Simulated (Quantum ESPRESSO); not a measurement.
# Run report: BN, relaxation of cell and atoms (part 2 of 2)

Continued. System: BN (F-43m, 2 atoms in the cell). Method: Kohn-Sham DFT of a periodic cell, PBE, SSSP 1.3 efficiency PBE, no spin polarisation (Quantum ESPRESSO 7.5); cutoff 816.34 eV, 16×16×16 k-mesh, fixed occupations. 

Geometry of the input (Å; fractional positions):
```
0.0000  1.8075  1.8075
1.8075  0.0000  1.8075
1.8075  1.8075  0.0000
B  0.0000  0.0000  0.0000
N  0.2500  0.2500  0.2500
```

## The program's output, continued
```
     total energy              =     -26.71742758 Ry
     estimated scf accuracy    <          5.3E-12 Ry

     iteration #  8     ecut=    60.00 Ry     beta= 0.50
     Davidson diagonalization with overlap
     ethr =  1.00E-13,  avg # of iterations =  3.7

     End of self-consistent calculation

     Number of k-points >= 100: set verbosity='high' to print the bands.

     highest occupied, lowest unoccupied level (ev):    14.4918   19.1676

!    total energy              =     -26.71742758 Ry
     estimated scf accuracy    <          1.9E-13 Ry

     The total energy is the sum of the following terms:
     one-electron contribution =       7.03703585 Ry
     hartree contribution      =       3.25433234 Ry
     xc contribution           =      -8.92031081 Ry
     ewald contribution        =     -28.08848496 Ry

     convergence has been achieved in   8 iterations

     Forces acting on atoms (cartesian axes, Ry/au):

     atom    1 type  1   force =    -0.00000000    0.00000000   -0.00000000
     atom    2 type  2   force =    -0.00000000   -0.00000000    0.00000000

     Total force =     0.000000     Total SCF correction =     0.000000

     Computing stress (Cartesian axis) and pressure

          total   stress  (Ry/bohr**3)                   (kbar)     P=     1054.33
   0.00716719  -0.00000000   0.00000000         1054.33       -0.00        0.00
  -0.00000000   0.00716719  -0.00000000           -0.00     1054.33       -0.00
   0.00000000  -0.00000000   0.00716719            0.00       -0.00     1054.33

     Energy error            =      1.8E-03 Ry
     Gradient error          =      5.0E-32 Ry/Bohr
     Cell gradient error     =      5.4E+01 kbar

     number of scf cycles    =   4
     number of bfgs steps    =   2

     enthalpy           old  =     -26.2687880075 Ry
     enthalpy           new  =     -26.2706050202 Ry

     CASE: enthalpy          _new < enthalpy          _old

     new trust radius        =       0.0042619242 bohr
     new conv_thr            =            4.0E-12 Ry

     new unit-cell volume =     66.24953 a.u.^3 (     9.81717 Ang^3 )
     density =      4.19771 g/cm^3

CELL_PARAMETERS (angstrom)
  -0.000000000   1.699490453   1.699490453
   1.699490453  -0.000000000   1.699490453
   1.699490453   1.699490453  -0.000000000

ATOMIC_POSITIONS (crystal)
B                0.0000000000       -0.0000000000       -0.0000000000
N                0.2500000000        0.2500000000        0.2500000000

     NEW-OLD atomic charge density approx. for the potential
     New effective cutoffs (rho, wfc):  539.69   67.86

     Self-consistent Calculation

     iteration #  1     ecut=    60.00 Ry     beta= 0.50
     Davidson diagonalization with overlap
     ethr =  1.00E-06,  avg # of iterations =  3.0

     Threshold (ethr) on eigenvalues was too large:
     Diagonalizing with lowered threshold

     Davidson diagonalization with overlap
     ethr =  8.05E-08,  avg # of iterations =  1.9

     total energy              =     -26.72105144 Ry
     estimated scf accuracy    <       0.00000634 Ry

     iteration #  2     ecut=    60.00 Ry     beta= 0.50
     Davidson diagonalization with overlap
     ethr =  7.92E-08,  avg # of iterations =  1.0

     total energy              =     -26.72105195 Ry
     estimated scf accuracy    <       0.00000084 Ry

     iteration #  3     ecut=    60.00 Ry     beta= 0.50
     Davidson diagonalization with overlap
     ethr =  1.05E-08,  avg # of iterations =  1.9

     total energy              =     -26.72105207 Ry
     estimated scf accuracy    <       0.00000008 Ry

     iteration #  4     ecut=    60.00 Ry     beta= 0.50
     Davidson diagonalization with overlap
     ethr =  9.63E-10,  avg # of iterations =  2.0

     total energy              =     -26.72105209 Ry
     estimated scf accuracy    <          2.1E-09 Ry

     iteration #  5     ecut=    60.00 Ry     beta= 0.50
     Davidson diagonalization with overlap
     ethr =  2.65E-11,  avg # of iterations =  2.8

     total energy              =     -26.72105209 Ry
     estimated scf accuracy    <          1.0E-10 Ry

     iteration #  6     ecut=    60.00 Ry     beta= 0.50
     Davidson diagonalization with overlap
     ethr =  1.27E-12,  avg # of iterations =  2.2

     total energy              =     -26.72105209 Ry
     estimated scf accuracy    <          2.7E-11 Ry

     iteration #  7     ecut=    60.00 Ry     beta= 0.50
     Davidson diagonalization with overlap
     ethr =  3.34E-13,  avg # of iterations =  1.2

     End of self-consistent calculation

     Number of k-points >= 100: set verbosity='high' to print the bands.

     highest occupied, lowest unoccupied level (ev):    14.3441   19.0127

!    total energy              =     -26.72105209 Ry
     estimated scf accuracy    <          3.1E-14 Ry

     The total energy is the sum of the following terms:
     one-electron contribution =       6.93257987 Ry
     hartree contribution      =       3.26833336 Ry
     xc contribution           =      -8.90711508 Ry
     ewald contribution        =     -28.01485024 Ry

     convergence has been achieved in   7 iterations

     Forces acting on atoms (cartesian axes, Ry/au):

     atom    1 type  1   force =     0.00000000    0.00000000   -0.00000000
     atom    2 type  2   force =    -0.00000000   -0.00000000    0.00000000

     Total force =     0.000000     Total SCF correction =     0.000000

     Computing stress (Cartesian axis) and pressure

          total   stress  (Ry/bohr**3)                   (kbar)     P=      998.02
   0.00678440   0.00000000  -0.00000000          998.02        0.00       -0.00
   0.00000000   0.00678440   0.00000000            0.00      998.02        0.00
  -0.00000000   0.00000000   0.00678440           -0.00        0.00      998.02

     Energy error            =      9.2E-05 Ry
     Gradient error          =      7.4E-32 Ry/Bohr
     Cell gradient error     =      2.0E+00 kbar

     number of scf cycles    =   5
     number of bfgs steps    =   3

     enthalpy           old  =     -26.2706050202 Ry
     enthalpy           new  =     -26.2706969539 Ry

     CASE: enthalpy          _new < enthalpy          _old

     new trust radius        =       0.0001508060 bohr
     new conv_thr            =            4.0E-12 Ry

     new unit-cell volume =     66.23112 a.u.^3 (     9.81444 Ang^3 )
     density =      4.19887 g/cm^3

CELL_PARAMETERS (angstrom)
  -0.000000000   1.699333013   1.699333013
   1.699333013  -0.000000000   1.699333013
   1.699333013   1.699333013  -0.000000000

ATOMIC_POSITIONS (crystal)
B               -0.0000000000       -0.0000000000        0.0000000000
N                0.2500000000        0.2500000000        0.2500000000

     NEW-OLD atomic charge density approx. for the potential
     New effective cutoffs (rho, wfc):  539.79   67.88

     Self-consistent Calculation

     iteration #  1     ecut=    60.00 Ry     beta= 0.50
     Davidson diagonalization with overlap
     ethr =  1.00E-06,  avg # of iterations =  2.0

     Threshold (ethr) on eigenvalues was too large:
     Diagonalizing with lowered threshold

     Davidson diagonalization with overlap
     ethr =  1.28E-10,  avg # of iterations =  2.0

     total energy              =     -26.72092706 Ry
     estimated scf accuracy    <          8.1E-09 Ry

     iteration #  2     ecut=    60.00 Ry     beta= 0.50
     Davidson diagonalization with overlap
     ethr =  1.01E-10,  avg # of iterations =  1.4

     total energy              =     -26.72092706 Ry
     estimated scf accuracy    <          1.1E-09 Ry

     iteration #  3     ecut=    60.00 Ry     beta= 0.50
     Davidson diagonalization with overlap
     ethr =  1.34E-11,  avg # of iterations =  1.9

     total energy              =     -26.72092706 Ry
     estimated scf accuracy    <          9.2E-11 Ry

     iteration #  4     ecut=    60.00 Ry     beta= 0.50
     Davidson diagonalization with overlap
     ethr =  1.15E-12,  avg # of iterations =  2.0

     End of self-consistent calculation

     Number of k-points >= 100: set verbosity='high' to print the bands.

     highest occupied, lowest unoccupied level (ev):    14.3493   19.0182

!    total energy              =     -26.72092706 Ry
     estimated scf accuracy    <          2.6E-12 Ry

     The total energy is the sum of the following terms:
     one-electron contribution =       6.93625955 Ry
     hartree contribution      =       3.26783908 Ry
     xc contribution           =      -8.90757993 Ry
     ewald contribution        =     -28.01744577 Ry

     convergence has been achieved in   4 iterations

     Forces acting on atoms (cartesian axes, Ry/au):

     atom    1 type  1   force =    -0.00000000   -0.00000000    0.00000000
     atom    2 type  2   force =     0.00000000   -0.00000000    0.00000000

     Total force =     0.000000     Total SCF correction =     0.000000

     Computing stress (Cartesian axis) and pressure

          total   stress  (Ry/bohr**3)                   (kbar)     P=      999.99
   0.00679777   0.00000000  -0.00000000          999.99        0.00       -0.00
   0.00000000   0.00679777   0.00000000            0.00      999.99        0.00
  -0.00000000   0.00000000   0.00679777           -0.00        0.00      999.99

     Energy error            =      1.2E-07 Ry
     Gradient error          =      7.4E-32 Ry/Bohr
     Cell gradient error     =      1.3E-02 kbar

     bfgs converged in   6 scf cycles and   4 bfgs steps
     (criteria: energy <  1.0E-05 Ry, force <  4.0E-04 Ry/Bohr, cell <  3.0E-01 kbar)

     End of BFGS Geometry Optimization

     Final enthalpy           =     -26.2706970788 Ry

     File ./tmp/pwscf.bfgs deleted, as requested
Begin final coordinates
     new unit-cell volume =     66.23112 a.u.^3 (     9.81444 Ang^3 )
     density =      4.19887 g/cm^3

CELL_PARAMETERS (angstrom)
  -0.000000000   1.699333013   1.699333013
   1.699333013  -0.000000000   1.699333013
   1.699333013   1.699333013  -0.000000000

ATOMIC_POSITIONS (crystal)
B               -0.0000000000       -0.0000000000        0.0000000000
N                0.2500000000        0.2500000000        0.2500000000
End final coordinates

     Final scf calculation at the relaxed structure.
     The G-vectors are recalculated for the final unit cell
     Results may differ from those at the preceding step.

     G-vector sticks info
     --------------------
     sticks:   dense  smooth     PW     G-vecs:    dense   smooth      PW
     Sum         673     349    121                11791     4111     869

     Using Slab Decomposition

     bravais-lattice index     =            0
     lattice parameter (alat)  =       4.8305  a.u.
     unit-cell volume          =      66.2311 (a.u.)^3
     number of atoms/cell      =            2
     number of atomic types    =            2
     number of electrons       =         8.00
     number of Kohn-Sham states=            9
     kinetic-energy cutoff     =      60.0000  Ry
     charge density cutoff     =     480.0000  Ry
     scf convergence threshold =      4.0E-12
     mixing beta               =       0.5000
     number of iterations used =            8  plain     mixing
     press convergence thresh. =      3.0E-01
     Exchange-correlation= PBE
                           (   1   4   3   4   0   0   0)

     celldm(1)=   4.830501  celldm(2)=   0.000000  celldm(3)=   0.000000
     celldm(4)=   0.000000  celldm(5)=   0.000000  celldm(6)=   0.000000

     crystal axes: (cart. coord. in units of alat)
               a(1) = (  -0.000000   0.664791   0.664791 )
               a(2) = (   0.664791  -0.000000   0.664791 )
               a(3) = (   0.664791   0.664791  -0.000000 )

     reciprocal axes: (cart. coord. in units 2 pi/alat)
               b(1) = ( -0.752116  0.752116  0.752116 )
               b(2) = (  0.752116 -0.752116  0.752116 )
               b(3) = (  0.752116  0.752116 -0.752116 )

     PseudoPot. # 1 for B  read from file:
     b_pbe_v1.4.uspp.F.UPF
     Pseudo is Ultrasoft + core correction, Zval =  3.0
     Generated by new atomic code, or converted to UPF format
     Using radial grid of  781 points,  4 beta functions with:
                l(1) =   0
                l(2) =   0
                l(3) =   1
                l(4) =   1
     Q(r) pseudized with  8 coefficients,  rinner =    1.100   1.100   1.100

     PseudoPot. # 2 for N  read from file:
     N.pbe-n-radius_5.UPF
     Pseudo is Ultrasoft + core correction, Zval =  5.0
     Generated using "atomic" code by A. Dal Corso  v.5.1
     Using radial grid of 1085 points,  4 beta functions with:
                l(1) =   0
                l(2) =   0
                l(3) =   1
                l(4) =   1
     Q(r) pseudized with 0 coefficients

     atomic species   valence    mass     pseudopotential
     B                 3.00    10.81000     B ( 1.00)
     N                 5.00    14.00700     N ( 1.00)

     24 Sym. Ops. (no inversion) found

   Cartesian axes

     site n.     atom                  positions (alat units)
         1        B      tau(   1) = (  -0.0000000   0.0000000  -0.0000000  )
         2        N      tau(   2) = (   0.3323955   0.3323955   0.3323955  )

     number of k points=   145

     Number of k-points >= 100: set verbosity='high' to print them.

     Dense  grid:    11791 G-vectors     FFT dimensions: (  32,  32,  32)

     Smooth grid:     4111 G-vectors     FFT dimensions: (  24,  24,  24)

     Initial potential from superposition of free atoms

     starting charge       7.9997, renormalised to       8.0000
     Starting wfcs are    8 randomized atomic wfcs +    1 random wfcs

     Self-consistent Calculation

     iteration #  1     ecut=    60.00 Ry     beta= 0.50
     Davidson diagonalization with overlap
     c_bands:  1 eigenvalues not converged
     c_bands:  1 eigenvalues not converged
     c_bands:  1 eigenvalues not converged
     c_bands:  1 eigenvalues not converged
     ethr =  1.00E-06,  avg # of iterations = 12.3

     total energy              =     -26.68328616 Ry
     estimated scf accuracy    <       0.25719990 Ry

     iteration #  2     ecut=    60.00 Ry     beta= 0.50
     Davidson diagonalization with overlap
     ethr =  3.21E-03,  avg # of iterations =  1.0

     total energy              =     -26.71852333 Ry
     estimated scf accuracy    <       0.02000380 Ry

     iteration #  3     ecut=    60.00 Ry     beta= 0.50
     Davidson diagonalization with overlap
     ethr =  2.50E-04,  avg # of iterations =  1.7

     total energy              =     -26.72013352 Ry
     estimated scf accuracy    <       0.00305921 Ry

     iteration #  4     ecut=    60.00 Ry     beta= 0.50
     Davidson diagonalization with overlap
     ethr =  3.82E-05,  avg # of iterations =  1.8

     total energy              =     -26.72049739 Ry
     estimated scf accuracy    <       0.00004679 Ry

     iteration #  5     ecut=    60.00 Ry     beta= 0.50
     Davidson diagonalization with overlap
     ethr =  5.85E-07,  avg # of iterations =  3.1

     total energy              =     -26.72052354 Ry
     estimated scf accuracy    <       0.00001631 Ry

     iteration #  6     ecut=    60.00 Ry     beta= 0.50
     Davidson diagonalization with overlap
     ethr =  2.04E-07,  avg # of iterations =  1.0

     total energy              =     -26.72052683 Ry
     estimated scf accuracy    <       0.00000003 Ry

     iteration #  7     ecut=    60.00 Ry     beta= 0.50
     Davidson diagonalization with overlap
     ethr =  3.57E-10,  avg # of iterations =  4.0

     total energy              =     -26.72052695 Ry
     estimated scf accuracy    <       0.00000004 Ry

     iteration #  8     ecut=    60.00 Ry     beta= 0.50
     Davidson diagonalization with overlap
     ethr =  3.57E-10,  avg # of iterations =  1.0

     total energy              =     -26.72052695 Ry
     estimated scf accuracy    <          9.8E-10 Ry

     iteration #  9     ecut=    60.00 Ry     beta= 0.50
     Davidson diagonalization with overlap
     ethr =  1.23E-11,  avg # of iterations =  2.1

     End of self-consistent calculation

     Number of k-points >= 100: set verbosity='high' to print the bands.

     highest occupied, lowest unoccupied level (ev):    14.3493   19.0184

!    total energy              =     -26.72052696 Ry
     estimated scf accuracy    <          3.4E-12 Ry

     The total energy is the sum of the following terms:
     one-electron contribution =       6.93675420 Ry
     hartree contribution      =       3.26778838 Ry
     xc contribution           =      -8.90762378 Ry
     ewald contribution        =     -28.01744577 Ry

     convergence has been achieved in   9 iterations

     Forces acting on atoms (cartesian axes, Ry/au):

     atom    1 type  1   force =     0.00000000    0.00000000    0.00000000
     atom    2 type  2   force =    -0.00000000   -0.00000000   -0.00000000

     Total force =     0.000000     Total SCF correction =     0.000000

     Computing stress (Cartesian axis) and pressure

          total   stress  (Ry/bohr**3)                   (kbar)     P=      997.05
   0.00677780  -0.00000000   0.00000000          997.05       -0.00        0.00
  -0.00000000   0.00677780  -0.00000000           -0.00      997.05       -0.00
   0.00000000  -0.00000000   0.00677780            0.00       -0.00      997.05

=------------------------------------------------------------------------------=
   JOB DONE.
=------------------------------------------------------------------------------=
```

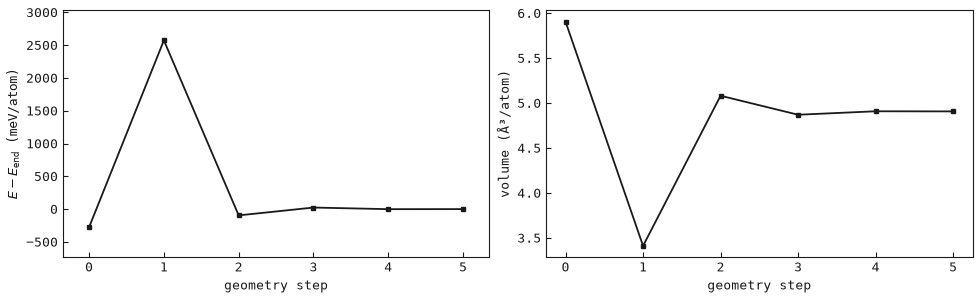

Figure 1. Progress of the relaxation, step by step (steps are counted from 0).

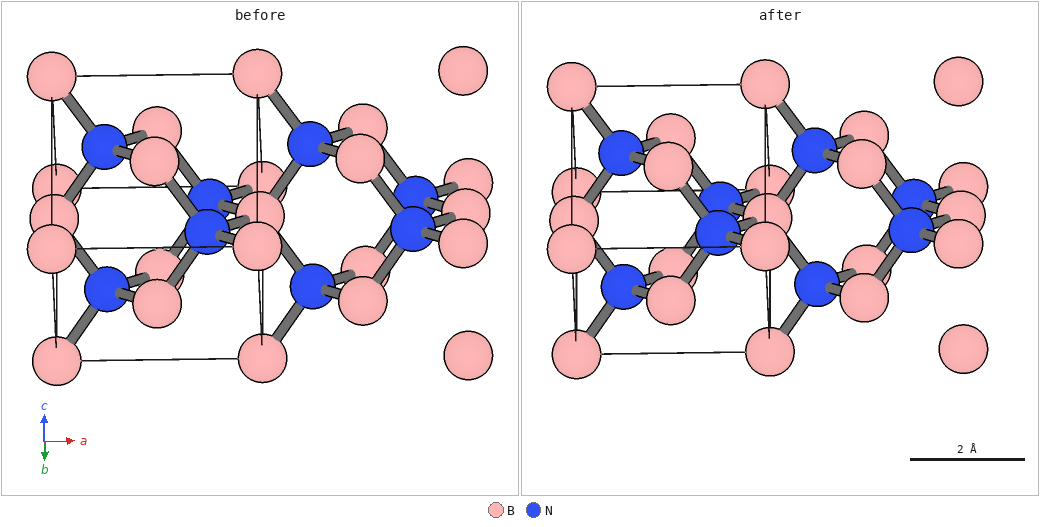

Figure 2. Before (left) and after (right) the relaxation, at one scale (ball-and-stick view of the cell 4 times as large as that of the calculation, set on its symmetry axes, repeated 2 × 1 × 1, seen at an oblique angle). No atom moves by more than 0.005 Å relative to the cell. The drawn cell changes as follows: a = b = c 3.615 → 3.399 Å (−6.0 %); the volume changes by −16.9 %. Among the contacts that change: B1–N2 1.565 → 1.472 Å. The space group stays F-43m (No. 216). The energy rises by 276 meV per atom in 5 geometry steps. All forces vanish by symmetry, so only the cell relaxes. (Atoms are counted from 1 in the order of the input.)

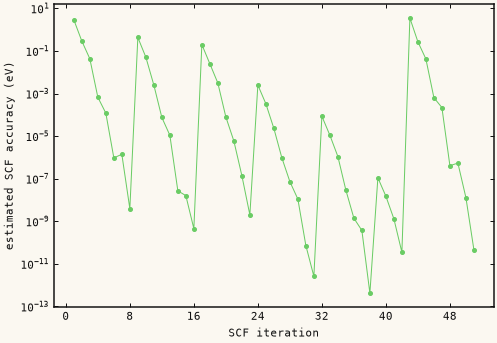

Figure 3. Convergence of the self-consistent field: estimated SCF accuracy against the iteration. The field takes 51 iterations in all.
